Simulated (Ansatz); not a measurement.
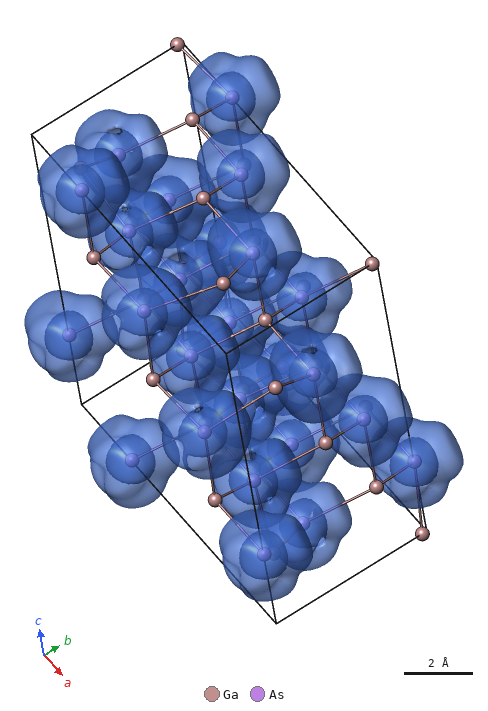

Ga16As15 (cell with a defect). Isosurface of the ELF at 0.6 (blue), seen slightly off an axis. Core shells and regions of very low density are left out. Sticks mark near contacts.

Computed without spin polarisation.

Level of theory: Ansatz 0.2.0, DFT PBE, scalar-relativistic, plane waves, PAW.

Question: Where are the electrons localised?

Answer: At this value the surface marks out 15 regions on As in which the atom's valence shell and bonds are merged, counted in one cell of 31 atoms. Any copies at cell faces, edges or corners count once. Profiles from the grid: Ga–As (2.45 Å): the ELF peaks at about 0.75 between the atoms. Ga–As (2.50 Å): the ELF peaks at about 0.80 between the atoms.

Question: Does the calculation give a band gap?

Answer: It is gapless in this calculation (a metal or semimetal).
